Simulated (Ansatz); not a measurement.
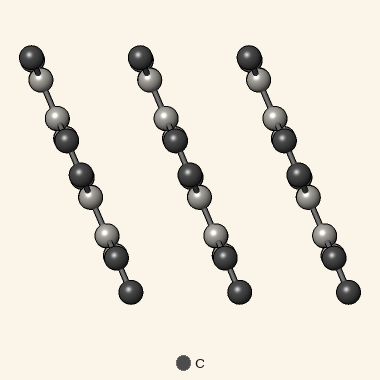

The system is CO on a C(110) slab cut from the R-3m phase, its upper half relaxed before the scan (40 atoms of substrate and one adsorbate in a 2 × 2 cell); the picture shows it without the atoms that are moved over the map. 
- CO (O end down) is moved over the surface cell at a fixed height above a rigid substrate; the origin of the map has the adsorbate above C33; the height is held at 3.30 Å.
- Places are given modulo a cell vector. The map is drawn in real space over the plane of the surface.
- The scan uses a 4 × 4 grid.
- Places are given in fractions of the 1 × 1 surface cell.
- All energies are given in meV relative to the lowest grid point.
- At a fixed height the lowest place need not be the adsorption site.
- Theory: Ansatz 0.2.0, DFT PBE+D3(BJ), scalar-relativistic, plane waves, PAW. Settings: cutoff 420 eV, k-mesh 4×4×1, gaussian smearing 0.05 eV, no spin polarisation.

Range: position of O41 along the first surface vector from 0.00 to 0.75; position of O41 along the second surface vector from 0.00 to 0.75.

Q: What landscape does the calculation give?

A: The lowest grid point is at (1/4, 3/4) of the cell vectors. The highest grid point, (0/4, 1/4) of the cell vectors, lies 19.8 meV above the lowest.

| second ↓, first → | 0/4 | 1/4 | 2/4 | 3/4 |
| --- | --- | --- | --- | --- |
| 3/4 | 3.5 | 0.0 | 0.1 | 3.7 |
| 2/4 | 5.2 | 5.3 | 0.5 | 0.4 |
| 1/4 | 19.8 | 13.4 | 3.3 | 9.1 |
| 0/4 | 17.8 | 7.4 | 3.0 | 12.9 |

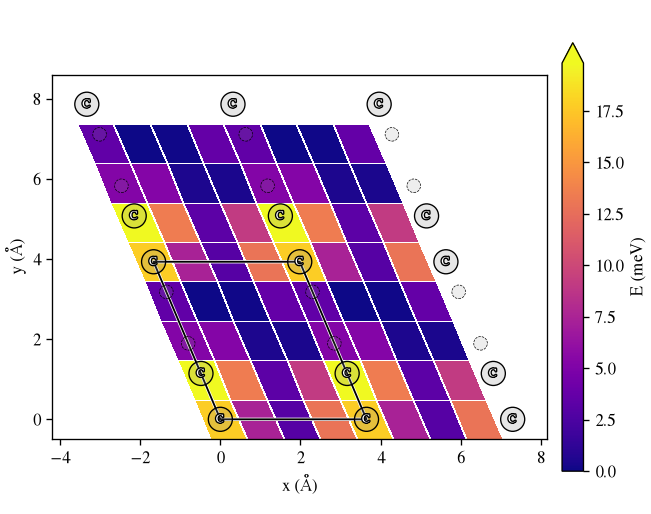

Drawn: one coloured cell a grid point, labelled circles for the atoms of the top layer and small ones for the second layer, the outline of one cell of the 2 × 2 shown, one colour for all values above the top of the scale.

Time for the 16 points that were run: 12 min on 4 threads of Arm Neoverse V2, with other jobs on the host.

PAW datasets: the set soft_1.
